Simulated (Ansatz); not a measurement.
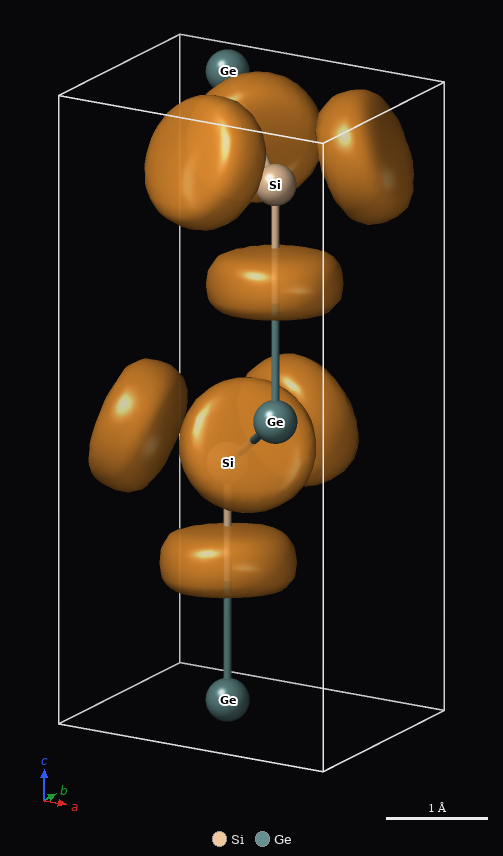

SiGe. Isosurface of the ELF at 0.75 (orange), seen slightly off an axis. Core shells and regions of very low density are left out. Sticks mark near contacts.

Space group P6₃mc; a structure from a database of computed crystals, not necessarily the ambient phase; changed on purpose from its base cell (uniaxial strain along c, a, b and atoms relaxed: -2.0 %).

Level of theory: DFT PBEsol, scalar-relativistic, plane waves, PAW in Ansatz.

Core electrons are frozen (PAW), and the valence fields are smoothed inside the atomic spheres.

Input

```
crystal:
  lattice:
    - [3.9200998776, 0.0, 0.0]
    - [-1.9600499388, 3.3949060793, 0.0]
    - [0.0, 0.0, 6.3145249167]
  atoms:
    - { symbol: Si, position: [0.6666666662, 0.3333333338, 0.8752784685] }
    - { symbol: Si, position: [0.3333333338, 0.6666666662, 0.3752784685] }
    - { symbol: Ge, position: [0.6666666672, 0.3333333328, 0.4997205315] }
    - { symbol: Ge, position: [0.3333333328, 0.6666666672, -0.0002794685] }
basis:
  ecutwfc: 420
kpoints:
  mp_grid: { grid: [12, 12, 6] }
hamiltonian:
  xc: pbesol
scf:
  occupations: { method: gaussian, width: 0.02 }
output:
  forces: true
  stress: true
  eigenvalues: true
  write_density: true
  write_potential: true
  elf: true
  volumetric_format: npy
relax:
  adjacent_minimum: "off"
  f_tol: 0.008
  max_steps: 40
  cell: { stress_tol: 0.015, fix: [c, angles] }
```

Launched as:

```sh
ansatz run input.yaml --threads 1 --pin off --max-ram 2560MiB --backend cpu --events-out ev --progress --plain --runs-dir out
```

Below, planes, directions and counts refer to the conventional cell (a = 3.91 Å, b = 3.91 Å, c = 6.31 Å, α = 90.00°, β = 90.00°, γ = 120.00°).

The fields are those of the run's last geometry, not of the input's.

### Identify the bonds, lone pairs and shells in this picture.

At this value the surface marks out eight regions between bonded Ge–Si atoms (shared pairs), counted in one cell of 4 atoms. Any copies at cell faces, edges or corners count once. Profiles from the grid: Si–Ge (2.38 Å): the ELF peaks at about 0.95 between the atoms; a shared electron pair.
